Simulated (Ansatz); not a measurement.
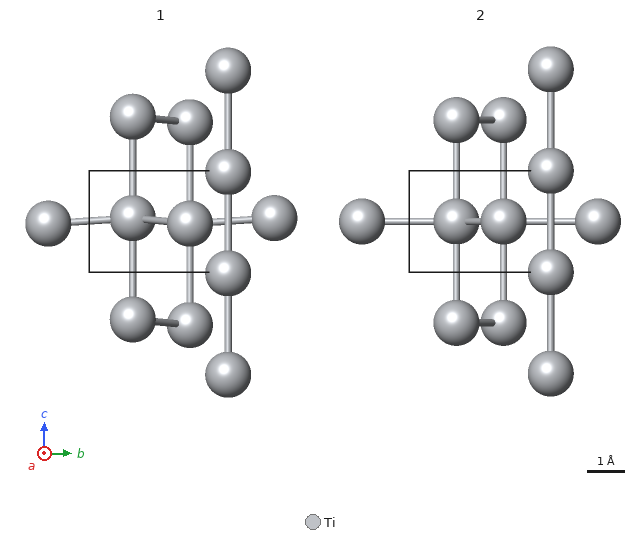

Two geometries of crystalline Ti (set up in P1), drawn at one scale. One is the start of a relaxation, the other its converged end. The picture is a ball-and-stick view of the cell of the calculation, seen along the a axis.

Theory: DFT PBEsol, scalar-relativistic, plane waves, PAW (Ansatz). (plane-wave cutoff 420 eV; k-point mesh 12 × 12 × 12; occupations gaussian; smearing width 0.15 eV; no spin polarisation; cell and atoms relaxed; force threshold 0.01 eV/Å; at most 80 steps)

Q: Which of the two is the end point?

A: Structure 2 is the relaxed one. Case: all atoms moved at random, sigma 0.1 Å for each component; relaxed back. The energy falls by 76.8 meV per atom in 4 accepted moves (5 points after the start). The largest force component goes from 1.6 to 0.00073 eV/Å. Pressure: 1.74 GPa at the start and 0.00 GPa at the end. The SCF was repeated once at an unchanged geometry on a basis and grid sized afresh for the cell, which shifted the energy by less than 0.05 meV per atom at most. A Ti atom moves most relative to the cell: 0.20 Å along [−2 −2 1]. The drawn cell changes at constant volume: a unchanged at 4.515 Å, b 4.515 → 4.514 Å (0.0 %), c 2.799 → 2.800 Å (0.0 %). Near-neighbour distances that change, for instance: Ti–Ti 2.884 → 2.607 Å, Ti–Ti 2.343 → 2.606 Å, Ti–Ti 3.191 → 2.958 Å, Ti–Ti 3.167 → 2.958 Å. Among the angles between lasting bonds that change: Ti–Ti–Ti 109.7° → 120.0°, Ti–Ti–Ti 130.1° → 120.0°, Ti–Ti–Ti 86.3° → 90.0°. The space group (tolerance 0.01 Å) goes from P1 (No. 1) to P6/mmm (No. 191). The run took 9.4 min on 1 thread of Arm Neoverse V2, on a shared host, peak memory 1.1 GiB.
